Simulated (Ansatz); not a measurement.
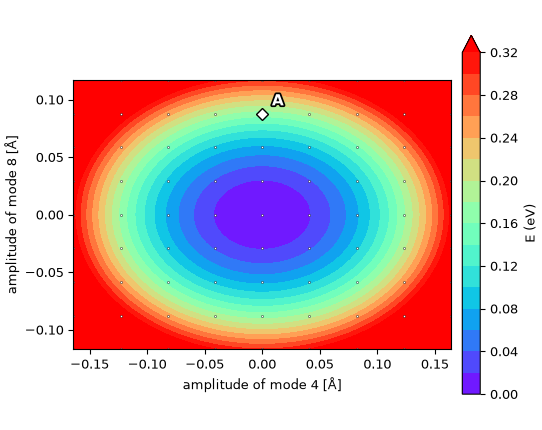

CoSi2 (Fm-3m, No. 225; 3 atoms in the cell). 
- The energy is mapped over two normal modes frozen in (zone-centre modes of the 3-atom cell of this scan).
- The first coordinate is: amplitude of mode 4 (328 cm⁻¹), largest displacement; the second: amplitude of mode 8 (331 cm⁻¹), largest displacement.
- Nothing is relaxed (the cell and all other modes fixed).
- The grid has 9 × 9 points; 25 points were computed and 56 follow by symmetry.
- Points are written as (first, second).
- Energies are in eV per cell, from the lowest grid point.
- The runs have no spin polarisation; a magnetic state may lie lower.
- All numbers below come from Ansatz 0.2.0, DFT PBE, scalar-relativistic, plane waves, PAW. Settings: cutoff 520 eV, k-mesh 12×12×12, gaussian smearing 0.15 eV, no spin polarisation.

In the figure: filled contours, dots at the grid points, one colour for all values above the top of the scale, the point A. Between grid points the surface is interpolated.

### Is A at rest? If not, where is it pushed?

A, at (0.000 Å, 0.088 Å), is not a stationary point. The computed force is nearly zero along the first coordinate and 3.9 eV for each Å towards smaller values of the second coordinate.

PAW datasets: the set soft_1.
